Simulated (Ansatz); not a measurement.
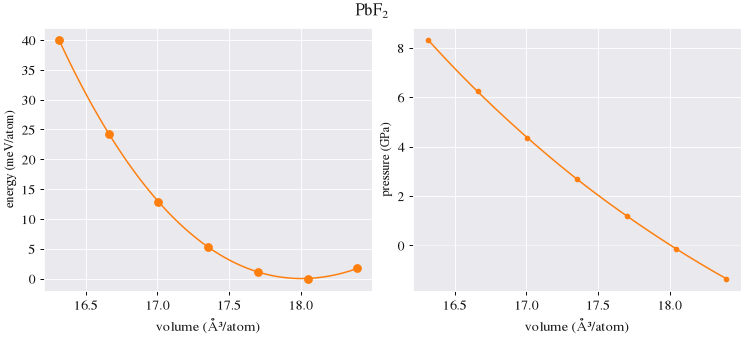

Figure. Energy and pressure against volume for PbF₂, space group Fm-3m (No. 225).

A third-order Birch–Murnaghan fit gives V0 = 18.01 Å³/atom, B0 = 67 GPa and B′ = 4.6. The energy is 40.06 meV/atom at volume 16.31 Å³/atom and 1.71 meV/atom at 18.39 Å³/atom; the lowest computed point is at volume 18.05 Å³/atom (−0.02 meV/atom), in a single well. The pressure falls from 8.33 GPa at volume 16.31 Å³/atom to −1.35 GPa at 18.39 Å³/atom, and changes sign near 18.01 Å³/atom.

How it was computed, with Ansatz 0.2.0: plane-wave DFT, no spin polarisation; energies at scaled volumes of the given cell, shape and fractions fixed, counted from the fit's minimum, third-order Birch-Murnaghan fit. Level: PBE.

```csv
setting,value
k mesh,8×8×8
occupations,Fermi–Dirac
smearing width,0.05 eV
potentials,Ansatz PAW
wave cutoff,420 eV
density cutoff,1680 eV
```

Starting cell:
```cif
data_structure
_symmetry_space_group_name_H-M 'P 1'
_symmetry_Int_Tables_number 1
_cell_length_a 4.1912
_cell_length_b 4.1912
_cell_length_c 4.1912
_cell_angle_alpha 60.000
_cell_angle_beta 60.000
_cell_angle_gamma 60.000
_cell_volume 52.06
loop_
_atom_site_label
_atom_site_type_symbol
_atom_site_fract_x
_atom_site_fract_y
_atom_site_fract_z
_atom_site_occupancy
Pb1 Pb 0.00000 0.00000 0.00000 1
F1 F 0.75000 0.75000 0.75000 1
F2 F 0.25000 0.25000 0.25000 1
```

Caveats: spin-orbit coupling left out, heavy elements.
